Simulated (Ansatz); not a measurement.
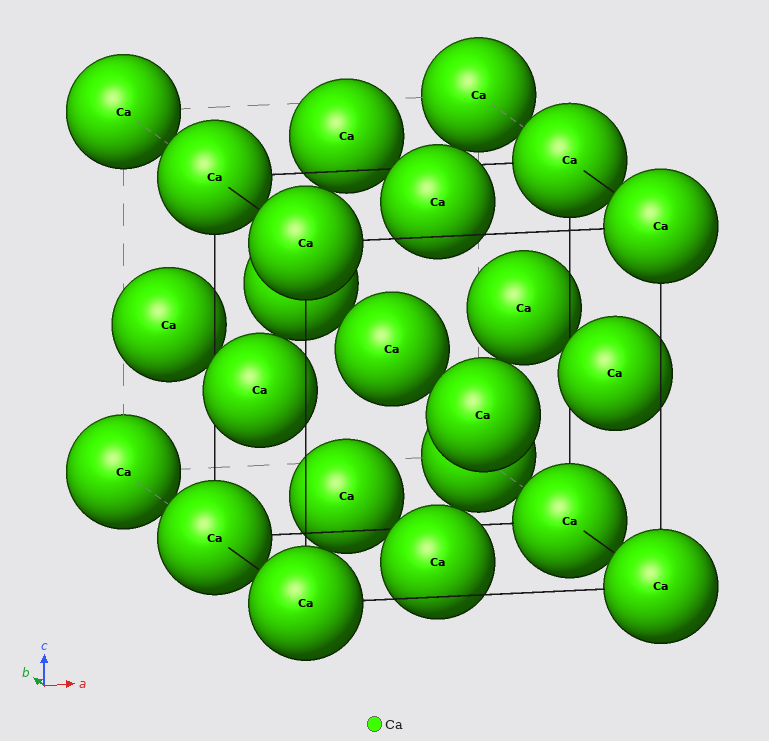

An orthographic spheres-only view of the structure, slightly off an axis. A 1×2×1 array of cells is drawn; the conventional unit cell has the solid edges.

State composition, symmetry and coordination.

- The element is calcium.
- It is face-centred cubic, space group Fm-3m (No. 225).
- The arrangement is known as face-centred cubic (Cu type).
- The cell holds four atoms.
- Ca is linked to twelve Ca in a cuboctahedral arrangement.

Origin of the cell: a structure listed in the Materials Project. Earlier steps of the study may have refined or changed the cell and positions. It was run through Ansatz as a DFT input.
